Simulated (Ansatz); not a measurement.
**Run report: TaSi2, single-point calculation (part 2 of 2)**

The same run, continued: TaSi2 (slab, 27 atoms in the cell); DFT PBE, scalar-relativistic, plane waves, PAW, no spin polarisation (Ansatz 0.2.0); cutoff 420 eV, 7×6×1 k-mesh, Gaussian smearing of 0.1 eV. The structure derives from an entry of the Crystallography Open Database. It belongs to a series of runs on one base structure; here: (1 0 0) slab cut from the bulk.

## Output, continued
```
  k-point 0: bands = ["-63.5352", "-62.9103", "-62.9008", "-62.8900", "-62.8804", "-62.8763", "-62.8663", "-62.8285", "-62.8251", "-30.2658", "-30.0231", "-29.8176", "-29.5904", "-29.5699", "-29.5432", "-29.5432", "-29.5362", "-29.5230", "-29.5177", "-29.5075", "-29.4920", "-29.4840", "-29.4788", "-29.4723", "-29.4678", "-29.4351", "-29.4323", "-29.4140", "-29.3942", "-29.3792", "-29.3726", "-29.3679", "-29.3624", "-29.3578", "-29.3523", "-29.3388", "-8.1581", "-7.4274", "-6.0417", "-5.2184", "-4.9625", "-4.9171", "-4.3382", "-4.3185", "-3.8088", "-3.5805", "-2.7519", "-2.5079", "-2.2835", "-2.0419", "-1.8522", "-1.3984", "-1.2398", "-1.0150", "-0.9185", "-0.3643", "-0.3573", "-0.2688", "-0.0036", "0.5047", "0.5610", "0.6983", "0.9638", "1.1172", "1.1702", "1.2816", "1.3431", "1.4407", "1.5739", "1.7133", "1.7787", "1.8359", "2.0272", "2.0618", "2.1807", "2.4762", "2.5316", "2.5594", "2.6515", "2.6721", "2.7335", "2.8536", "2.9296", "2.9343", "2.9924", "3.3665", "3.3892", "3.5877", "3.6269", "3.7117", "3.7768", "3.9793", "4.3194", "4.3977", "4.8527", "4.9342", "5.0584", "5.0898", "5.2997", "5.3635", "5.6502", "5.7441", "5.9793", "6.3848", "6.3854", "6.4872", "6.6454", "6.9588", "7.1883", "7.2781", "7.3788", "7.4146", "7.5374", "7.7686", "7.9220", "8.0351", "8.0738", "8.1457", "8.2523", "8.4038", "8.4882", "8.5156"]
  k-point 1: bands = ["-63.5352", "-62.9103", "-62.9008", "-62.8899", "-62.8805", "-62.8761", "-62.8664", "-62.8285", "-62.8251", "-30.2657", "-30.0233", "-29.8176", "-29.5867", "-29.5747", "-29.5562", "-29.5456", "-29.5268", "-29.5161", "-29.5099", "-29.5080", "-29.4964", "-29.4863", "-29.4766", "-29.4709", "-29.4638", "-29.4366", "-29.4334", "-29.4130", "-29.3987", "-29.3863", "-29.3766", "-29.3675", "-29.3547", "-29.3543", "-29.3505", "-29.3432", "-8.0522", "-7.3276", "-5.9442", "-5.7851", "-5.2836", "-4.9518", "-4.1497", "-4.0053", "-3.7128", "-3.4694", "-2.9429", "-2.6411", "-2.1600", "-1.9790", "-1.8837", "-1.5157", "-1.0552", "-0.9258", "-0.7516", "-0.4510", "-0.3550", "0.0026", "0.1612", "0.2601", "0.3527", "0.4111", "0.6095", "1.0624", "1.1810", "1.3547", "1.4719", "1.5347", "1.5973", "1.6186", "1.7905", "1.8638", "1.9241", "2.0103", "2.1866", "2.4240", "2.5929", "2.6490", "2.7051", "2.7243", "2.8370", "2.8907", "2.9338", "3.0004", "3.1888", "3.2644", "3.3463", "3.4987", "3.6290", "3.8258", "3.8682", "3.9752", "4.3587", "4.4634", "4.8099", "4.8749", "5.0241", "5.0914", "5.2745", "5.4122", "5.7229", "5.8387", "6.1062", "6.2572", "6.4269", "6.6232", "6.7848", "6.8639", "7.1227", "7.3055", "7.4604", "7.5044", "7.6715", "7.7378", "7.8820", "7.9660", "7.9870", "8.1080", "8.2958", "8.3204", "8.4712", "8.5433"]
  k-point 2: bands = ["-63.5352", "-62.9102", "-62.9009", "-62.8898", "-62.8806", "-62.8759", "-62.8667", "-62.8285", "-62.8250", "-30.2655", "-30.0237", "-29.8178", "-29.5843", "-29.5794", "-29.5658", "-29.5383", "-29.5240", "-29.5147", "-29.5067", "-29.5038", "-29.5009", "-29.4858", "-29.4758", "-29.4702", "-29.4596", "-29.4385", "-29.4274", "-29.4077", "-29.4018", "-29.3914", "-29.3826", "-29.3793", "-29.3579", "-29.3535", "-29.3433", "-29.3395", "-7.7398", "-7.0337", "-6.5698", "-5.9455", "-5.6468", "-4.8128", "-4.4849", "-3.8729", "-3.5498", "-3.2210", "-2.7656", "-2.6265", "-2.3294", "-2.0579", "-1.7600", "-1.2486", "-1.0765", "-0.6270", "-0.4899", "-0.4028", "-0.3402", "-0.2667", "-0.2185", "-0.1181", "0.2218", "0.3487", "0.6963", "0.8931", "1.1614", "1.4342", "1.4490", "1.6171", "1.6508", "1.7729", "1.9022", "1.9874", "2.0689", "2.1615", "2.1952", "2.3336", "2.3762", "2.5026", "2.6825", "2.6936", "2.7547", "2.8050", "2.9285", "2.9961", "3.1477", "3.2656", "3.2984", "3.4427", "3.6251", "3.8935", "3.9979", "4.1221", "4.4213", "4.6273", "4.8830", "4.9685", "5.0295", "5.1528", "5.2216", "5.7535", "5.8109", "6.1037", "6.1868", "6.2519", "6.5307", "6.6178", "6.8347", "7.0381", "7.1479", "7.4041", "7.4264", "7.6149", "7.6937", "7.7951", "7.8760", "7.9750", "8.1316", "8.2492", "8.2821", "8.4160", "8.4518", "8.5747"]
  k-point 21: bands = ["-63.5352", "-62.9067", "-62.9044", "-62.8861", "-62.8842", "-62.8724", "-62.8702", "-62.8285", "-62.8251", "-30.2651", "-30.0252", "-29.8190", "-29.5877", "-29.5804", "-29.5739", "-29.5650", "-29.5560", "-29.5210", "-29.5061", "-29.4999", "-29.4917", "-29.4861", "-29.4818", "-29.4677", "-29.4462", "-29.4392", "-29.4218", "-29.4112", "-29.4068", "-29.3898", "-29.3835", "-29.3650", "-29.3620", "-29.3423", "-29.3383", "-29.3356", "-6.8756", "-6.4201", "-5.6485", "-5.2555", "-4.9742", "-4.9183", "-4.4605", "-4.2438", "-4.1705", "-3.9356", "-3.1267", "-2.8966", "-2.6077", "-2.5417", "-2.3818", "-2.2914", "-1.9692", "-1.6915", "-1.1653", "-0.8282", "-0.6293", "-0.3362", "-0.1851", "0.1140", "0.2046", "0.4656", "0.4975", "0.7603", "1.0294", "1.2939", "1.4471", "1.5329", "1.7558", "1.9881", "2.0806", "2.2406", "2.4207", "2.4516", "2.4724", "2.6336", "2.6860", "2.7999", "2.8702", "3.0282", "3.1008", "3.1413", "3.3318", "3.3437", "3.6178", "3.6841", "3.8265", "3.8928", "3.9698", "4.1510", "4.2452", "4.4698", "4.5431", "4.5862", "4.7099", "4.9255", "5.0919", "5.1802", "5.3776", "5.4596", "5.6153", "5.7287", "5.9996", "6.2797", "6.3674", "6.5995", "6.6679", "6.7055", "6.8328", "7.0030", "7.1025", "7.1650", "7.3151", "7.5098", "7.5798", "7.6117", "7.6683", "7.9264", "7.9680", "8.0266", "8.1832", "8.2522"]
```

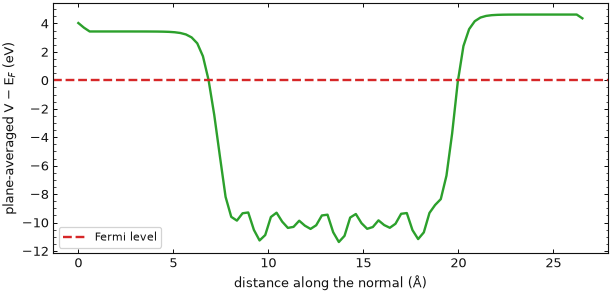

*Plane average of the electrostatic potential energy of an electron across the cell, from the Fermi level.*

The vacuum level lies 4.62 eV above the Fermi level on the upper side and 3.44 eV on the lower.

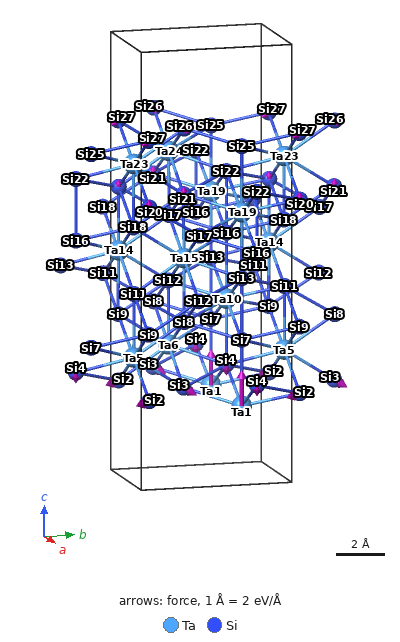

*Forces on the atoms as pink arrows (ball-and-stick view of the cell of the calculation, with the vacuum cut short, seen slightly off an axis; bonded neighbours outside the cell are drawn too; atoms are numbered from 1 in the order of the input); the smallest are left out.*

The largest act on Ta1 (3.13 eV/Å); Si2, Si3 (1.39 eV/Å); Si4 (0.95 eV/Å). The geometry is not a stationary point of this energy.

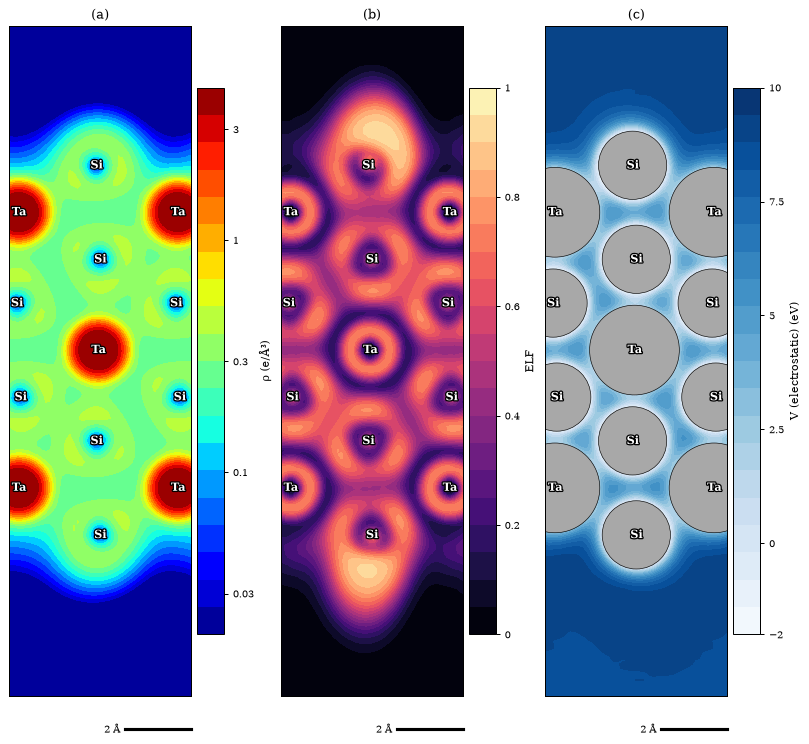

*(a) valence charge density (pseudo); (b) electron localisation function; (c) electrostatic potential (local pseudopotential plus Hartree) felt by an electron on the (010) plane of the calculation cell, a cut from vacuum to vacuum. Grey discs, where drawn, cover atomic cores.*

Atoms in the plane: Si and Ta. Si–Si (2.65 Å): ρ is about 0.32 e/Å³ halfway, a local maximum along the line; the ELF peaks at about 0.65 between the atoms. Ta–Si (2.74 Å): ρ at the midpoint is about 0.34 e/Å³; the ELF is about 0.45 at the midpoint. Ta–Si (2.84 Å): ρ is about 0.27 e/Å³ halfway; the ELF is about 0.40 at the midpoint. The density dies away to nearly zero in the vacuum. The strong features right at Ta lie inside the PAW spheres (semicore, d or f shells) and say nothing about bonding. In a PAW calculation such maps are meaningful between the atoms, not at the nuclei.

## Summary

- outcome: converged
- electrons treated: 189
- free energy: −100837.6926 eV
- work function, top face: 4.62 eV
- work function, bottom face: 3.44 eV
- Fermi energy: 4.809 eV
- gap on the k-point mesh: none (metallic)
- work function (upper face): 4.62 eV
- largest force (length of the vector): 3.127 eV/Å
- wall time: 1.7 min (CPU time 6.8 min)
- peak memory: 3.2 GiB

## Notes

Warnings of the run: the exchange-correlation potential is rough where the density is thin. Spin–orbit coupling is left out, which matters for Ta.
